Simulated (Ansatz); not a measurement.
Mg₂Ge

```xyz
12
Lattice="6.2908 0.0000 0.0000 0.0000 6.2908 0.0000 0.0000 0.0000 6.2908" Properties=species:S:1:pos:R:3 pbc="T T T"
Mg    1.5727    1.5727    1.5727
Mg    4.7181    4.7181    1.5727
Mg    4.7181    1.5727    4.7181
Mg    1.5727    4.7181    4.7181
Mg    4.7181    1.5727    1.5727
Mg    1.5727    4.7181    1.5727
Mg    1.5727    1.5727    4.7181
Mg    4.7181    4.7181    4.7181
Ge    0.0000    0.0000    0.0000
Ge    3.1454    3.1454    0.0000
Ge    3.1454    0.0000    3.1454
Ge    0.0000    3.1454    3.1454
```

Space group Fm-3m; changed on purpose from its base cell (volume × 0.94); computed pressure about 3 GPa in this cell.

Method: DFT PBE, scalar-relativistic, plane waves, PAW (Ansatz).

The density is the valence pseudo-density of a PAW calculation; it isn't the true density close to the nuclei.

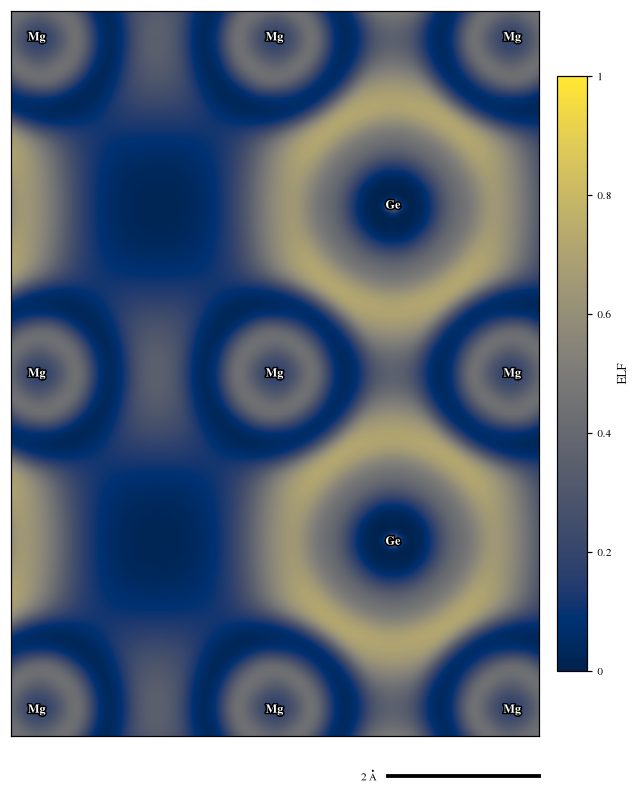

Figure 1. Electron localisation function on the (011) plane of the conventional cell.

> Read the bonding off the picture.

The plane passes through Mg and Ge nuclei.
Mg–Ge (2.72 Å): the ELF peaks at about 0.70 in the valence shell of Ge, 1.3 Å from its nucleus, and is about 0.70 at the midpoint.

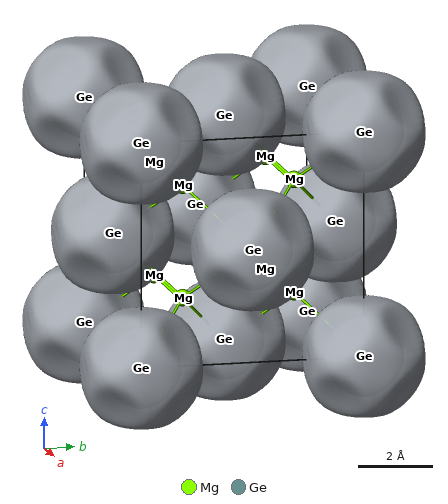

Figure 2. Isosurface of the electron localisation function at 0.55 (grey), seen slightly off an axis. Core shells and regions of very low density are left out. Sticks mark near contacts.

> What do the ELF domains correspond to?

At this value the surface marks out four regions wrapped around Ge (the valence shell of each), counted in one cell of 12 atoms. Regions shared between cells count once.
